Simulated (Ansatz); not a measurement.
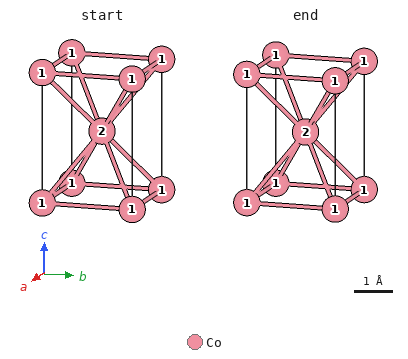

The structure of a crystal of Co (a generated structure, set up in Fm-3m) before (left) and after (right) a relaxation, at one scale.

A ball-and-stick model of the cell of the calculation, seen slightly off an axis.

Phase: fcc.

Method: DFT, RPBE, plane waves (420 eV) with PAW, scalar-relativistic (Ansatz).

The input:
```yaml
crystal:
  lattice:
    - [2.5018880127, 0.0, 0.0]
    - [0.0, 2.5018880127, 0.0]
    - [0.0, 0.0, 3.5382039592]
  atoms:
    - { symbol: Co, position: [0.0, 0.0, 0.0], spin: 1.7 }
    - { symbol: Co, position: [0.5, 0.5, 0.5], spin: -1.7 }
hamiltonian:
  xc: rpbe
  pseudopotentials:
    kind: paw
    azcp:
      Co: "pseudopotentials/Co.paw.azcp"
basis:
  ecutwfc: 420
  fft_grid_basis: typed
kpoints:
  mp_grid: { grid: [12, 12, 9], shift: [0, 0, 0] }
magnetization:
  spin_polarized: true
scf:
  occupations: { method: fermi_dirac, width: 0.05 }
relax:
  max_steps: 60
  f_tol: 0.01
  cell: {}
output:
  write_density: true
  write_potential: true
  elf: true
  volumetric_format: npy
```

Launched with:
```bash
ansatz run input.yaml --threads 2 --pin off --max-ram 5120MiB --backend cpu --events-out ev --progress --plain --runs-dir out
```

### Describe what moved and what it gained.

The energy falls by 34.6 meV per cell of the calculation in 3 accepted moves (4 points after the start). All forces vanish by symmetry, so only the cell relaxes. Pressure: −10.13 GPa at the start and −0.01 GPa at the end. The SCF was repeated once at an unchanged geometry on a basis and grid sized afresh for the cell, which shifted the energy by 0.9 meV per cell of the calculation at most. The atoms keep their places relative to the cell (all moves are under 0.005 Å). The volume changes by −4.7 %, with a = b 2.502 → 2.463 Å (−1.6 %), c 3.538 → 3.481 Å (−1.6 %). Near-neighbour distances that change, for instance: Co1–Co1 2.502 → 2.463 Å. The space group stays Fm-3m (No. 225). The program noted that the starting moments weren't kept. The run took 28 s on 2 threads of Intel(R) Xeon(R) Platinum 8259CL CPU @ 2.50GHz (Skylake/Cascade Lake), on a shared host, peak memory 0.5 GiB.
